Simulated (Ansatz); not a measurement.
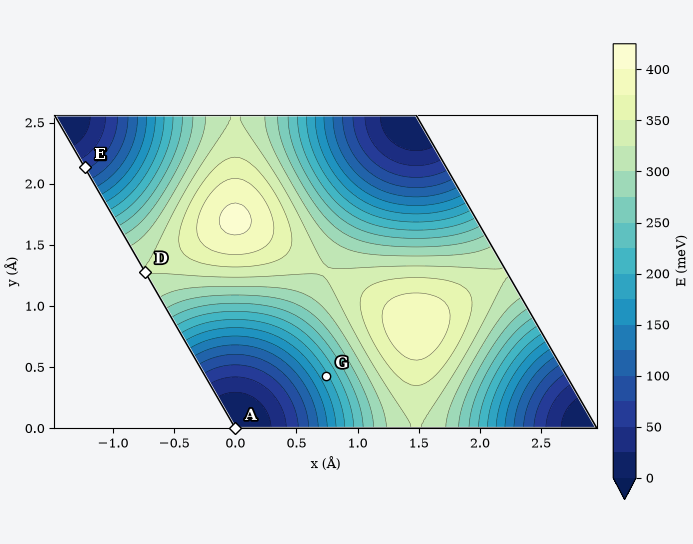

N on a Ta(111) slab cut from the Fm-3m phase, its upper half relaxed before the scan (12 atoms of substrate and one adsorbate in a 2 × 2 cell). 
- N is moved over the surface cell at a fixed height above a rigid substrate; the origin of the map has the adsorbate above Ta9; the height is held at 2.50 Å.
- Places are given modulo a cell vector. The map is drawn in real space over the plane of the surface.
- Grid: 6 × 6 points; 10 points were computed and 26 follow by symmetry.
- Places are given in fractions of the 1 × 1 surface cell.
- All energies are given in meV relative to the lowest grid point.
- The runs have no spin polarisation, so an open-shell adsorbate far from the surface lies too high. At a fixed height the lowest place need not be the adsorption site.
- These are results of DFT PBE+D3(BJ), scalar-relativistic, plane waves, PAW in Ansatz, not measurements. Settings: cutoff 420 eV, k-mesh 6×6×1, gaussian smearing 0.1 eV, no spin polarisation.

The picture shows filled contours, the outline of one cell of the plane, lettered points. Between grid points the surface is interpolated.

What kind of point is each of A, D, G: minimum, saddle, maximum or slope?

A: minimum; D: saddle point; G: on a slope. (In these two coordinates alone; a stationary point may lie a little off the grid point.)

Rank the lettered points by energy, lowest first.

A (0 meV), E (69 meV), G (192 meV), D (326 meV).

PAW datasets: the set soft_1.
